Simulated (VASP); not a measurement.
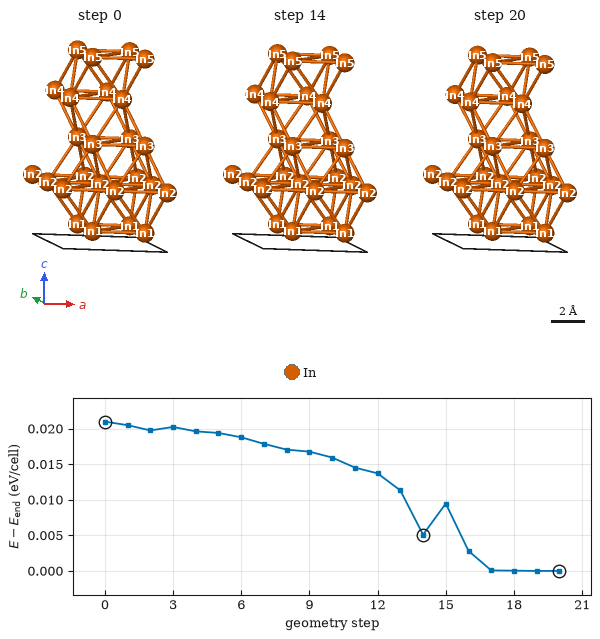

Frames of a relaxation of a slab of composition In, marked on the history of the run. A ball-and-stick model of the 2 × 2 repeat of the cell, outlined in the plane, without the vacuum, seen slightly off an axis.

The run lets the atoms move in a fixed cell. 2 atoms are held fixed.

All numbers below come from Kohn-Sham DFT of a periodic cell, PBEsol, VASP PAW PBE potentials, recommended in VASP.

Input file:
```
SYSTEM = In
PREC = Accurate
ENCUT = 520
EDIFF = 1E-7
ISMEAR = 0
SIGMA = 0.05
LREAL = .FALSE.
LASPH = .TRUE.
NELM = 80
ALGO = Normal
ISIF = 2
LWAVE = .FALSE.
LCHARG = .FALSE.
LDIPOL = .TRUE.
IDIPOL = 3
DIPOL = 0.5 0.5 0.500
GGA = PS
IBRION = 2
NSW = 40
EDIFFG = -0.005
```

Run as
```bash
cat potpaw_PBE.64/In_d/POTCAR > POTCAR
mpirun -np 1 vasp_std > vasp.out
```

Question: What happens along the run?

Answer: The energy falls by 21.0 meV per cell of the calculation in 20 geometry steps. The largest force component goes from 0.1 to 0.093 eV/Å. In5 moves most: 0.34 Å along the normal (−c). The cell stays as it was. Among the contacts that change: In3–In4 3.352 → 3.234 Å, In2–In3 3.352 → 3.246 Å, In4–In5 3.337 → 3.287 Å. It ran on 1 thread of Intel(R) Xeon(R) 6975P-C (Granite Rapids) (shared host). From step 0 to 14: In4 moves most (0.25 Å), energy −15.9 meV per cell of the calculation. From step 14 to 20: In5 moves most (0.10 Å), energy −5.1 meV per cell of the calculation.

| step | E − E(0), meV/atom | largest force component, eV/Å |
| --- | --- | --- |
| 0 | 0.00 | 0.1016 |
| 1 | -0.10 | 0.1027 |
| 2 | -0.25 | 0.1060 |
| 3 | -0.15 | 0.1127 |
| 4 | -0.27 | 0.1078 |
| 5 | -0.32 | 0.1029 |
| 6 | -0.44 | 0.0886 |
| 7 | -0.63 | 0.0601 |
| 8 | -0.79 | 0.0732 |
| 9 | -0.84 | 0.0741 |
| 10 | -1.01 | 0.0773 |
| 11 | -1.29 | 0.0781 |
| 12 | -1.45 | 0.1157 |
| 13 | -1.93 | 0.1030 |
| 14 | -3.18 | 0.1019 |
| 15 | -2.30 | 0.2220 |
| 16 | -3.63 | 0.1144 |
| 17 | -4.18 | 0.0870 |
| 18 | -4.19 | 0.0877 |
| 19 | -4.20 | 0.0909 |
| 20 | -4.20 | 0.0928 |
